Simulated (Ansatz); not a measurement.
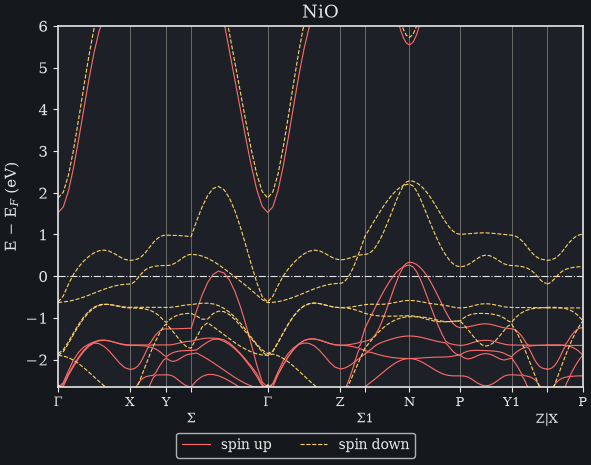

Band structure. Energies are counted from the Fermi level.

Q: Which Bravais lattice do the labels of the path belong to?

A: A body-centred tetragonal lattice: the path Γ–X–Y–Σ–Γ–Z–Σ1–N–P–Y1–Z|X–P runs through the special points of its Brillouin zone.

Structure: NiO, space group I4/mmm, 2 atoms in the primitive cell; a = 2.950 Å, c = 4.130 Å (tetragonal axes).

Level of theory: PBE, Ansatz PAW, collinear spin, ferromagnetic start, no spin-orbit coupling, 9×9×9 k mesh, 420 eV cutoff, Fermi-Dirac smearing of 0.05 eV; code Ansatz 0.2.0.

Q: Is there a gap at the Fermi level?

A: A metal: 2 spin-up and 2 spin-down bands cross the Fermi level along this path.

Q: Which levels at X lie nearest to the Fermi level?

A: At X the nearest levels lie 0.19 eV below and 0.38 eV above the Fermi level.

Q: On which lines of the path do bands cross the Fermi level?

A: Bands cross the Fermi level on Γ–X, X–Y, Σ–Γ, Γ–Z, Z–Σ1, Σ1–N, N–P, Y1–Z and X–P, and not on Y–Σ and P–Y1.

The run ends ferromagnetic, with 1.73 μB a cell. A cell with one magnetic atom can't hold antiferromagnetic order, which such compounds often take. Semilocal functionals often make such compounds metallic where correlation or magnetic order opens a gap, which also shifts bond lengths. The k mesh is thin for a metal, so its Fermi level is uncertain. The cell is under a strain of −1 % (uniaxial). The cell is at 8 GPa in this functional. In reduced coordinates of the cell that was run, X is (0, 0.5, 0.5), Y is (0.255, 0.5, 0.755), Σ is (0.378, 0.378, 0.755), Z is (−0.5, −0.5, 0), Σ1 is (−0.378, −0.378, 0.245), N is (0, 0, 0.5), P is (−0.25, 0.25, 0.5) and Y1 is (−0.5, −0.255, 0.245).
